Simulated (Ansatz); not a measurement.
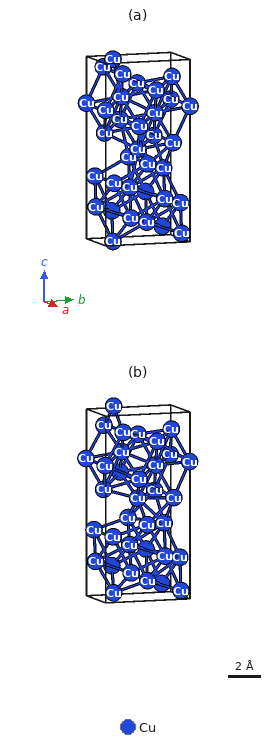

The structure of an interface cell of composition Cu before (top) and after (bottom) a relaxation, at one scale.

The picture is a ball-and-stick view of the cell of the calculation (origin shifted), seen slightly off an axis.

Case: symmetric tilt boundary Sigma 5 (3 1 0), mirror between planes, shift [0.5, 0].

All numbers below come from DFT PBE, scalar-relativistic, plane waves, PAW in Ansatz 0.2.0.

Input file:
```yaml
crystal:
  lattice:
    - [3.6297482978, 0.0, 0.0]
    - [0.0, 5.7391359771, 0.0]
    - [0.0, 0.0, 11.7782719542]
  atoms:
    - { symbol: Cu, position: [0.0, 0.6, 0.0730897028] }
    - { symbol: Cu, position: [0.0, 0.4, 0.365448514] }
    - { symbol: Cu, position: [0.5, 0.3, 0.0243632343] }
    - { symbol: Cu, position: [0.5, 0.9, 0.1218161713] }
    - { symbol: Cu, position: [0.5, 0.1, 0.3167220454] }
    - { symbol: Cu, position: [0.5, 0.7, 0.4141749825] }
    - { symbol: Cu, position: [0.5, 0.5, 0.2192691084] }
    - { symbol: Cu, position: [0.0, 0.2, 0.1705426399] }
    - { symbol: Cu, position: [0.0, 0.8, 0.2679955769] }
    - { symbol: Cu, position: [0.0, 1.0, 0.462901451] }
    - { symbol: Cu, position: [0.5, 0.6, 0.9141749825] }
    - { symbol: Cu, position: [0.5, 0.4, 0.6218161713] }
    - { symbol: Cu, position: [0.0, 0.3, 0.962901451] }
    - { symbol: Cu, position: [0.0, 0.9, 0.865448514] }
    - { symbol: Cu, position: [0.0, 0.1, 0.6705426399] }
    - { symbol: Cu, position: [0.0, 0.7, 0.5730897028] }
    - { symbol: Cu, position: [0.0, 0.5, 0.7679955769] }
    - { symbol: Cu, position: [0.5, 0.2, 0.8167220454] }
    - { symbol: Cu, position: [0.5, 0.8, 0.7192691084] }
    - { symbol: Cu, position: [0.5, 1.0, 0.5243632343] }
basis:
  ecutwfc: 420
kpoints:
  mp_grid: { grid: [10, 6, 3] }
hamiltonian:
  xc: pbe
scf:
  occupations: { method: gaussian, width: 0.1 }
output:
  forces: true
  stress: true
  eigenvalues: true
  populations: true
  write_density: true
  write_potential: true
  elf: true
  volumetric_format: npy
relax:
  adjacent_minimum: "off"
  f_tol: 0.02
  max_steps: 60
  cell: { fix: [a, b, alpha, beta, gamma], stress_tol: 0.1 }
```

Run as
```bash
ansatz run input.yaml --threads 4 --pin off --max-ram 11264MiB --backend cpu --events-out ev --progress --plain --runs-dir out
```

Q: Describe what moved and what it gained.

A: The largest moves relative to the cell, 0.37 Å, are those of Cu3, Cu10, Cu13 and Cu20. Cu13 goes along [0 −1 −3]. The drawn cell changes as follows: a unchanged at 3.630 Å, b unchanged at 5.739 Å, c 11.778 → 12.065 Å (+2.4 %); the volume changes by +2.4 %. Some distances before and after: Cu10–Cu15 2.512 → 3.016 Å, Cu10–Cu20 1.954 → 2.337 Å, Cu10–Cu16 2.156 → 2.458 Å, Cu12–Cu20 2.567 → 2.413 Å. After 4 accepted moves (5 points after the start) the energy has fallen by 4.580 eV per cell of the calculation. Largest force component: 6 eV/Å at the start, 0.00078 eV/Å at the end. Pressure: 13.36 GPa at the start and 1.57 GPa at the end. The SCF was repeated once at an unchanged geometry on a basis and grid sized afresh for the cell, which shifted the energy by 3.9 meV per cell of the calculation at most. Cost: 11 min on 4 threads of Intel(R) Xeon(R) Processor @ 2.50GHz (Skylake/Cascade Lake), with other jobs on the host, peak memory 2.7 GiB.
